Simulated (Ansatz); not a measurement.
# Mg₁₂O₁₃: geometry relaxation (part 5 of 5)

Continued. System: Mg₁₂O₁₃ (slab, 25 atoms in the cell). Method: DFT PBE, scalar-relativistic, plane waves, PAW, spin-polarised (Ansatz 0.2.0); cutoff 420 eV, 2×2×1 k-mesh, Gaussian smearing of 0.02 eV, collinear spins. The structure derives from an entry of the Crystallography Open Database. The input holds or restrains some coordinates. Forces given for the steps count only the free coordinates. It belongs to a series of runs on one base structure; here: end point A relaxed.

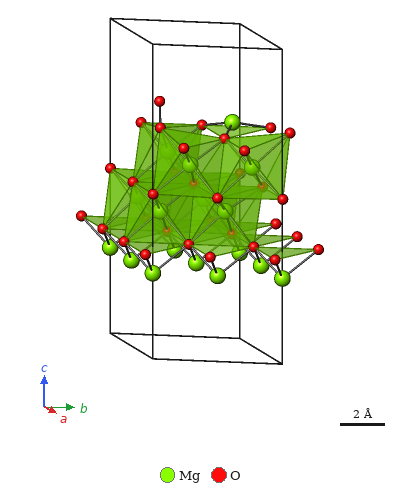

*The geometry at step 21 of the log (polyhedral view of the cell of the calculation, with the vacuum cut short, seen slightly off an axis; polyhedra are completed across the faces of the cell).*

Trajectory as extended XYZ, continued
```
25
Lattice="6.0212 0.0000 0.0000 3.0106 5.2145 0.0000 0.0000 0.0000 17.1453" Properties=species:S:1:pos:R:3:forces:R:3 step=20 energy=-30476.64731
Mg    0.0000    0.0000    1.0000    0.1183   0.0348   1.2846
O     4.5159    4.3454    2.2291   -0.0146  -0.0228  -0.8325
Mg    1.5053    2.6072    1.0000   -0.0588  -0.0671   1.4447
O     3.0106    1.7382    2.2291    0.0320   0.0106  -1.4811
Mg    3.0106    0.0000    1.0000   -0.1161  -0.0337   1.2576
O     7.5264    4.3454    2.2291    0.0139   0.0130  -1.5173
Mg    4.5159    2.6072    1.0000    0.0604   0.0694   1.2894
O     6.0212    1.7382    2.2291   -0.0347  -0.0068  -1.4380
Mg    5.9759    3.4999    3.6404   -0.0009   0.0011  -0.0021
O     1.5053    2.6072    4.6215    0.0005  -0.0004  -0.0003
Mg    4.5168    0.8705    3.5349   -0.0004  -0.0003   0.0012
O    -0.0804    0.0454    4.6694   -0.0009   0.0010  -0.0015
Mg    3.0558    3.5011    3.6414    0.0012   0.0011  -0.0018
O     4.5155    2.5146    4.6741    0.0002  -0.0007  -0.0012
Mg    1.5043    0.8181    3.6401    0.0001  -0.0017  -0.0019
O     3.0905    0.0456    4.6696    0.0012   0.0007  -0.0010
Mg    2.9404    1.7778    5.9473    0.0006   0.0003   0.0027
O     4.5053    0.8844    7.4138   -0.0019  -0.0051  -0.0031
Mg    4.5145    4.3476    7.4373    0.0009  -0.0020  -0.0040
O     6.1145    3.4244    7.0509   -0.0022   0.0027   0.0004
Mg    6.0897    1.7761    5.9437   -0.0023   0.0000   0.0017
O     1.5026    0.9785    7.0550    0.0004  -0.0025   0.0012
Mg    7.5263    4.2683    5.9389   -0.0008   0.0034   0.0018
O     2.9145    3.4270    7.0509    0.0027   0.0024   0.0013
O     4.5405    0.8302    8.6605    0.0012   0.0023  -0.0007
25
Lattice="6.0212 0.0000 0.0000 3.0106 5.2145 0.0000 0.0000 0.0000 17.1453" Properties=species:S:1:pos:R:3:forces:R:3 step=21 energy=-30476.64733
Mg    0.0000    0.0000    1.0000    0.1181   0.0348   1.2838
O     4.5159    4.3454    2.2291   -0.0143  -0.0222  -0.8330
Mg    1.5053    2.6072    1.0000   -0.0583  -0.0672   1.4443
O     3.0106    1.7382    2.2291    0.0316   0.0110  -1.4821
Mg    3.0106    0.0000    1.0000   -0.1161  -0.0331   1.2564
O     7.5264    4.3454    2.2291    0.0136   0.0133  -1.5178
Mg    4.5159    2.6072    1.0000    0.0599   0.0692   1.2889
O     6.0212    1.7382    2.2291   -0.0345  -0.0062  -1.4401
Mg    5.9757    3.5004    3.6401    0.0011  -0.0006  -0.0004
O     1.5053    2.6075    4.6214    0.0002  -0.0003  -0.0035
Mg    4.5167    0.8707    3.5347    0.0000   0.0006   0.0009
O    -0.0806    0.0458    4.6690    0.0017  -0.0009  -0.0007
Mg    3.0558    3.5014    3.6411   -0.0009  -0.0003  -0.0001
O     4.5154    2.5147    4.6737    0.0004   0.0018  -0.0003
Mg    1.5044    0.8182    3.6399   -0.0002   0.0011  -0.0002
O     3.0905    0.0460    4.6695   -0.0015  -0.0012  -0.0007
Mg    2.9402    1.7785    5.9472    0.0018  -0.0005   0.0016
O     4.5043    0.8830    7.4130   -0.0011  -0.0027  -0.0042
Mg    4.5144    4.3481    7.4365    0.0000  -0.0009  -0.0024
O     6.1142    3.4249    7.0502   -0.0012   0.0000   0.0017
Mg    6.0895    1.7766    5.9431   -0.0027  -0.0011   0.0015
O     1.5023    0.9790    7.0546   -0.0003  -0.0010   0.0010
Mg    7.5262    4.2686    5.9387    0.0001   0.0045   0.0014
O     2.9145    3.4277    7.0506    0.0017   0.0003   0.0019
O     4.5429    0.8342    8.6598    0.0008   0.0015   0.0017
```

Results in brief

```tsv
quantity	value
outcome	converged under the restraints of the input
electrons treated	198
free energy	−30476.6473 eV
Fermi energy	1.186 eV
net moment of the cell	3.50 μB
integrated absolute moment	3.70 μB
final volume	538.31 Å³
largest force (length of the vector) at the end, held atoms and coordinates included	1.518 eV/Å
hardware	4 threads of INTEL XEON PLATINUM @ 2.10GHz (Emerald Rapids), 24 GiB of memory available, shared host
wall time	3.6 min (CPU time 13 min)
peak memory	2.2 GiB
```

Remarks

The electronic state found may not be the lowest one. Notes on the run: a screening estimate came out negative during mixing. The k-point mesh is coarse for a cell of this size, so the results may not be converged.
